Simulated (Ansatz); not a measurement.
Input

```
crystal:
  lattice:
    - [-1.3877155237, 1.3877155237, 4.6961442596]
    - [1.3877155237, -1.3877155237, 4.6961442596]
    - [1.3877155237, 1.3877155237, -4.6961442596]
  atoms:
    - { symbol: Ca, position: [0.0, 0.0, 0.0] }
    - { symbol: B, position: [0.7193500304, 0.7193500304, 0.0] }
    - { symbol: B, position: [0.2806499696, 0.2806499696, 0.0] }
basis:
  ecutwfc: 420
kpoints:
  mp_grid: { grid: [24, 24, 24] }
hamiltonian:
  xc: pbe
scf:
  occupations: { method: gaussian, width: 0.1 }
output:
  forces: true
  stress: true
  eigenvalues: true
  write_density: true
  write_potential: true
  elf: true
  volumetric_format: npy
relax:
  adjacent_minimum: "off"
  f_tol: 0.01
  max_steps: 80
  cell: { stress_tol: 0.05 }
```

Command:

```sh
ansatz run input.yaml --threads 1 --pin off --max-ram 2560MiB --backend cpu --events-out ev --progress --plain --runs-dir out
```

Below, planes, directions and counts refer to the conventional cell (a = 2.79 Å, b = 2.79 Å, c = 9.37 Å, α = 90.00°, β = 90.00°, γ = 90.00°).

The fields are those of the relaxed geometry.

Space group I4/mmm; started from the MoSi2 (C11b)_139 prototype, which need not be the ambient phase.

Theory: Ansatz 0.2.0, DFT PBE, scalar-relativistic, plane waves, PAW.

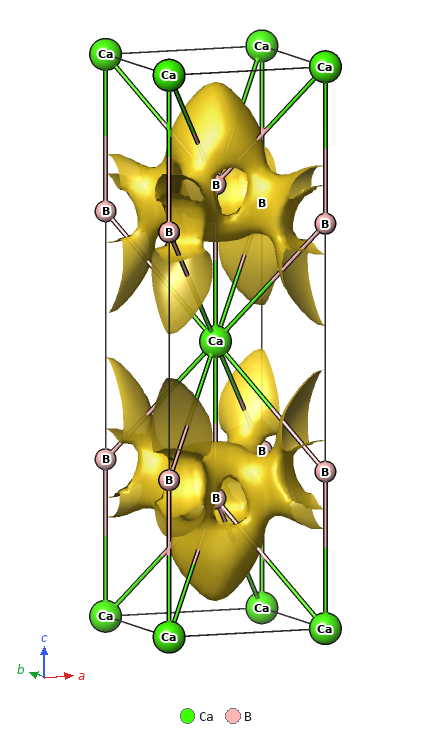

CaB$_{2}$. Isosurface of the electron localisation function at 0.65 (yellow), seen slightly off an axis. Core shells and regions of very low density are left out. Sticks mark near contacts.

In a PAW calculation such maps are meaningful between the atoms, not at the nuclei.

Describe the localisation domains.

Answer. At this value the surface marks out sheets that run through the cell in two directions, counted in one cell of 6 atoms. Regions shared between cells count once. Profiles from the grid: Ca–B (2.62 Å): the ELF peaks at about 0.70 in the valence shell of B, 0.8 Å from its nucleus, and is about 0.15 at the midpoint. Ca–B (2.86 Å): the ELF peaks at about 0.75 in the valence shell of B, 0.8 Å from its nucleus, and is about 0.20 at the midpoint.

Metal or insulator at this level of theory?

Answer. It is gapless in this calculation (a metal or semimetal).
